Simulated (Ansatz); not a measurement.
```cif
data_structure
_symmetry_space_group_name_H-M 'P 1'
_symmetry_Int_Tables_number 1
_cell_length_a 3.9609
_cell_length_b 3.9609
_cell_length_c 17.4284
_cell_angle_alpha 90.000
_cell_angle_beta 90.000
_cell_angle_gamma 120.000
_cell_volume 236.80
loop_
_atom_site_label
_atom_site_type_symbol
_atom_site_fract_x
_atom_site_fract_y
_atom_site_fract_z
_atom_site_occupancy
In1 In 0.33333 0.66667 0.33030 1
In2 In 0.66667 0.33333 0.83030 1
In3 In 0.66667 0.33333 0.66970 1
In4 In 0.33333 0.66667 0.16970 1
Se1 Se 0.33333 0.66667 0.59732 1
Se2 Se 0.66667 0.33333 0.09732 1
Se3 Se 0.66667 0.33333 0.40268 1
Se4 Se 0.33333 0.66667 0.90268 1
```

Space group P6₃/mmc; a structure from a database of computed crystals, not necessarily the ambient phase.

Method: DFT LDA, spin-orbit coupling, plane waves, PAW (Ansatz 0.2.0).

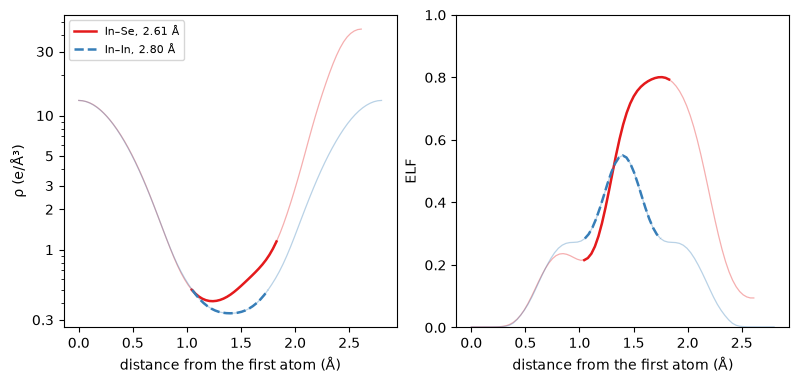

InSe. Valence electron density and ELF along straight lines between neighbouring atoms. Thin, pale parts lie inside the atomic spheres.

Core electrons are frozen (PAW), and the valence fields are smoothed inside the atomic spheres.

> What can be read from the curves?

In–Se (2.61 Å): the density is about 0.42 e/Å³ at the midpoint; the ELF is about 0.50 at the midpoint.
In–In (2.80 Å): the density is about 0.34 e/Å³ at the midpoint; the ELF reaches about 0.55 near the midpoint.
